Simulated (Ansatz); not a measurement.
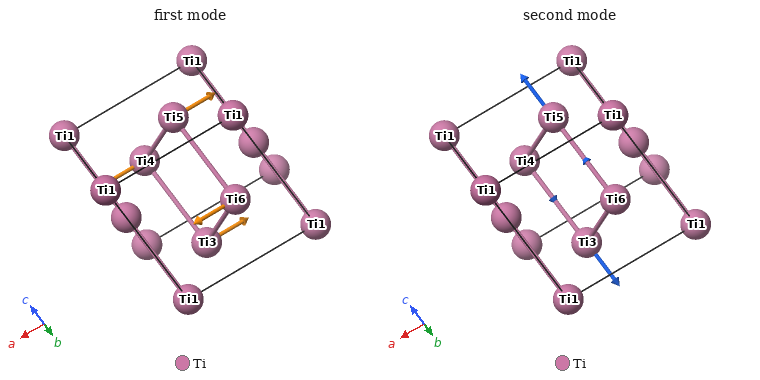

The system is Ti (P6/mmm, No. 191; 6 atoms in the cell); the picture shows the reference structure; its two panels give the patterns of the first and the second mode as arrows. The energy is mapped over two normal modes frozen in (zone-centre modes of the 6-atom cell of this scan, which folds in the wave vector (0, 1/2, 1/2) of the primitive cell). First axis: amplitude of mode 4 (113 cm⁻¹), largest displacement. Second axis: amplitude of mode 5 (135 cm⁻¹), largest displacement. Nothing is relaxed (the cell and all other modes fixed). Grid: 11 × 11 points; 36 points were computed and 85 follow by symmetry. Points are written as (first, second). Energies are in meV per cell, from the lowest grid point. All numbers below come from DFT PBE, scalar-relativistic, plane waves, PAW in Ansatz. Settings: cutoff 520 eV, k-mesh 10×10×10, gaussian smearing 0.15 eV, no spin polarisation.

Its coordinates:

```xyz
6
Lattice="-4.5791 0.0000 0.0000 -2.2895 3.9656 2.8318 -2.2895 3.9656 -2.8318" Properties=species:S:1:pos:R:3 pbc="T T T"
Ti    0.0000    0.0000    0.0000
Ti   -2.2895    3.9656    0.0000
Ti   -4.5791    2.6437    1.4159
Ti   -4.5791    2.6437   -1.4159
Ti   -4.5791    5.2875   -1.4159
Ti   -4.5791    5.2875    1.4159
```

Range: amplitude of mode 4 (113 cm⁻¹), largest displacement from −0.142 to 0.142 Å; amplitude of mode 5 (135 cm⁻¹), largest displacement from −0.118 to 0.118 Å.

> Predict the map.

The lowest grid point is at (0.000 Å, 0.000 Å). No other kind of well shows on this grid. The highest grid point, (−0.142 Å, −0.118 Å), lies 143 meV above the lowest.

```tsv
second ↓, first →	−0.142	−0.114	−0.085	−0.057	−0.028	0.000	0.028	0.057	0.085	0.114	0.142
0.118	143	124	110	100	94	92	94	100	110	124	143
0.094	118	97	81	68	61	58	61	68	81	97	118
0.071	100	77	58	44	36	33	36	44	58	77	100
0.047	88	63	43	27	18	14	18	27	43	63	88
0.024	81	55	33	17	7	4	7	17	33	55	81
0.000	78	52	30	14	4	0	4	14	30	52	78
−0.024	81	55	33	17	7	4	7	17	33	55	81
−0.047	88	63	43	27	18	14	18	27	43	63	88
−0.071	100	77	58	44	36	33	36	44	58	77	100
−0.094	118	97	81	68	61	58	61	68	81	97	118
−0.118	143	124	110	100	94	92	94	100	110	124	143
```

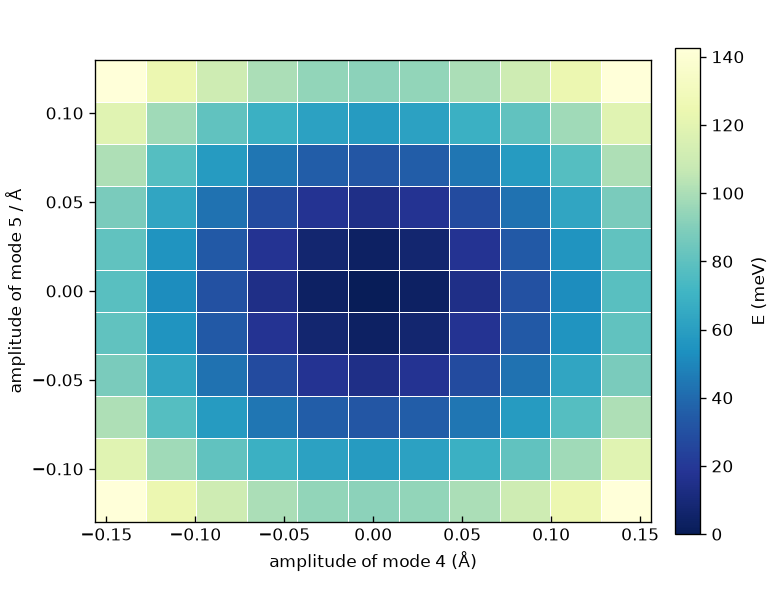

The picture shows one coloured cell a grid point.

Each point was launched as `ansatz run input.yaml --threads 4 --pin off --max-ram 8192MiB --backend cpu --events-out ev --progress --plain --runs-dir out`. Time for the 36 points that were run: 12 min on 4 threads of Intel(R) Xeon(R) Platinum 8488C (Sapphire Rapids), on a shared host.

PAW datasets: the set soft_1.
